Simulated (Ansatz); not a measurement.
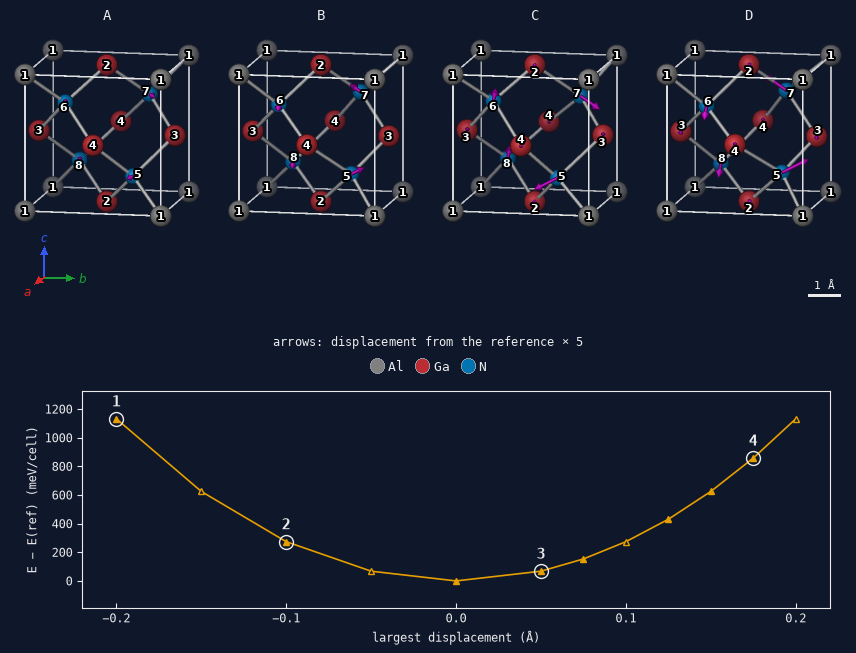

A scan of a crystal of AlGa$_{3}$N$_{4}$ (P-43m): a normal mode at the zone centre (one arbitrary combination within a set of 3 degenerate modes) is frozen in with the cell fixed, the amplitude being the largest displacement of an atom. The frames are shuffled; the numbered points of the plot belong to them. Hollow markers are points alike by symmetry, not computed again. The picture is a ball-and-stick view of the cell of the calculation, seen slightly off an axis. Purple arrows: displacements from the reference.

All numbers below come from DFT r2SCAN, scalar-relativistic, plane waves, PAW (Ansatz). Settings: plane-wave cutoff 500 eV; k-point mesh 6 × 6 × 6; occupations gaussian; smearing width 0.05 eV; no spin polarisation. Energies (free energies at the smearing named) are counted from the relaxed crystal.

Match the frames to the points.

Answer. Point 1 is frame D (the amplitude −0.20 Å, 1132 meV/cell); 2 is frame B (the amplitude −0.10 Å, 274 meV/cell); 3 is frame A (the amplitude 0.05 Å, 68 meV/cell); 4 is frame C (the amplitude 0.175 Å, 858 meV/cell). The harmonic wavenumber of the mode is 607 cm⁻¹, a stable vibration. The lowest computed point lies at the amplitude 0.00 Å (0 meV/cell). The end points stand at 1132 meV/cell (−0.20 Å) and 1132 meV/cell (0.20 Å). The well is symmetric. At the highest point the shortest interatomic distance is 1.74 Å, against 1.89 Å in the reference.
